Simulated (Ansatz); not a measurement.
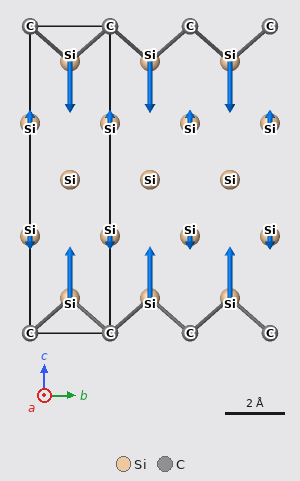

A relaxation of crystalline Si5C (a generated structure, set up in P4/mmm). The starting structure is drawn; blue arrows show the displacements (the part carried along by the change of the cell is left out), 50 times their true length.

Style: ball-and-stick. Shown: the cell of the calculation, repeated 1 × 3 × 1 with one cell outlined, along the a axis.

Theory: DFT PBE, scalar-relativistic, plane waves, PAW (Ansatz). (plane-wave cutoff 420 eV; k-point mesh 14 × 14 × 4; occupations gaussian; smearing width 0.1 eV; no spin polarisation; cell and atoms relaxed; force threshold 0.01 eV/Å; at most 80 steps)

Question: Which element moves most?

Answer: Silicon: up to 0.035 Å, against 0.000 Å for carbon.

Question: Describe the change and its energy.

Answer: The energy falls by 4.2 meV per atom in 6 accepted moves (7 points after the start). Largest force component: 0.19 eV/Å at the start, 0.0085 eV/Å at the end. Pressure: −0.46 GPa at the start and 0.01 GPa at the end. The SCF was repeated once at an unchanged geometry on a basis and grid sized afresh for the cell, which shifted the energy by less than 0.05 meV per atom at most. The largest moves relative to the cell, 0.035 Å, are those of Si atoms. C stays in place. The drawn cell changes as follows: a = b 2.715 → 2.757 Å (+1.6 %), c 10.416 → 9.982 Å (−4.2 %); the volume changes by −1.2 %. Among the contacts that change: Si–Si 2.383 → 2.354 Å, C–Si 2.259 → 2.277 Å. The space group stays P4/mmm (No. 123).
